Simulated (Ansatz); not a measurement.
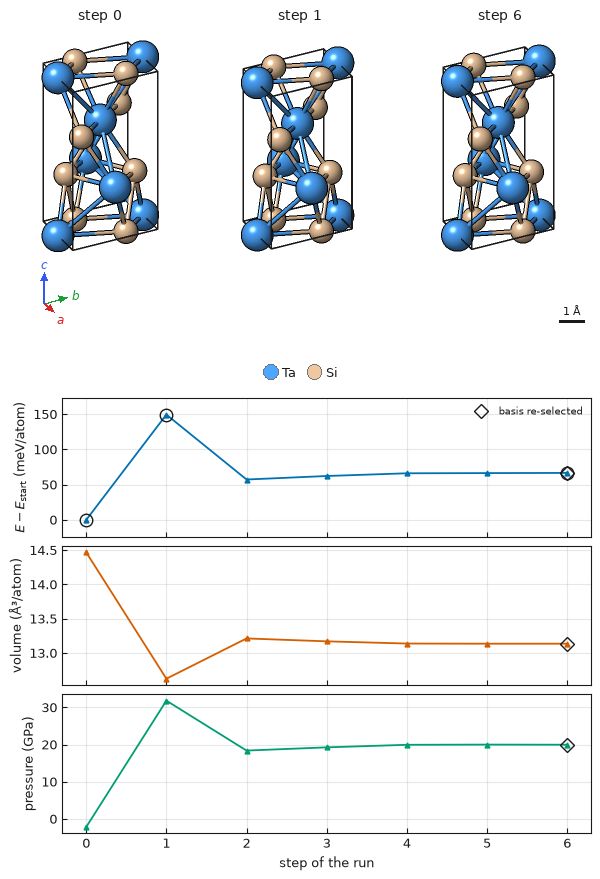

Frames of a relaxation of a crystal of TaSi2 (set up in P6_422), marked on the history of the run. A ball-and-stick model of the cell of the calculation, seen slightly off an axis.

The run lets cell and atoms move.

These are results of Kohn-Sham DFT of a periodic cell, PBEsol, Ansatz PAW (Ansatz 0.2.0), not measurements.

Input
```yaml
crystal:
  lattice:
    - [4.7839, 0.0, 0.0]
    - [-2.39195, 4.1429789292, 0.0]
    - [0.0, 0.0, 6.57]
  atoms:
    - { symbol: Ta, position: [0.0, 0.5, 0.3333333333] }
    - { symbol: Ta, position: [0.5, 0.5, 0.6666666667] }
    - { symbol: Ta, position: [0.5, 0.0, 0.0] }
    - { symbol: Si, position: [0.31794, 0.15897, 0.3333333333] }
    - { symbol: Si, position: [0.15897, 0.84103, 0.6666666667] }
    - { symbol: Si, position: [0.84103, 0.68206, 0.0] }
    - { symbol: Si, position: [0.68206, 0.84103, 0.3333333333] }
    - { symbol: Si, position: [0.84103, 0.15897, 0.6666666667] }
    - { symbol: Si, position: [0.15897, 0.31794, 0.0] }
hamiltonian:
  xc: pbesol
  pseudopotentials: { kind: paw }
kpoints:
  mp_grid: { grid: [5, 5, 3] }
scf:
  occupations: { method: fermi_dirac, width: 0.05 }
output:
  forces: true
  stress: true
  eigenvalues: true
  write_density: true
  write_potential: true
  elf: true
  volumetric_format: npy
relax:
  f_tol: 0.01
  max_steps: 40
  cell: { stress_tol: 0.05, p_target: 20.0 }
```

Launched with:
```bash
ansatz run input.yaml --threads 4 --pin off --max-ram 11264MiB --backend cpu --events-out ev --progress --plain --runs-dir out
```

> What happens along the run?

The largest moves relative to the cell, 0.004 Å, are those of Si atoms. Ta stays in place. The volume changes by −9.2 %, with a = b 4.784 → 4.617 Å (−3.5 %), c 6.570 → 6.403 Å (−2.5 %). Among the contacts that change: Si–Ta 2.826 → 2.723 Å, Ta–Ta 3.243 → 3.144 Å, Si–Ta 2.731 → 2.638 Å, Si–Si 2.634 → 2.552 Å. The space group stays P6_422 (No. 181). The energy rises by 66.7 meV per atom in 5 accepted moves (6 points after the start). With the target pressure of 20 GPa, the enthalpy E + pV changes by −99.6 meV per atom. Largest force component: 0.015 eV/Å at the start, under 0.0001 eV/Å at the end. The pressure goes from −2.18 to 19.96 GPa. The SCF was repeated once at an unchanged geometry on a basis and grid sized afresh for the cell, which shifted the energy by 0.3 meV per atom at most. From step 0 to 1: Si atoms move most (0.02 Å), volume −12.7 %, energy +149 meV per atom. From step 1 to 6: Si atoms move most (0.02 Å), volume +4.0 %, energy −82.8 meV per atom.
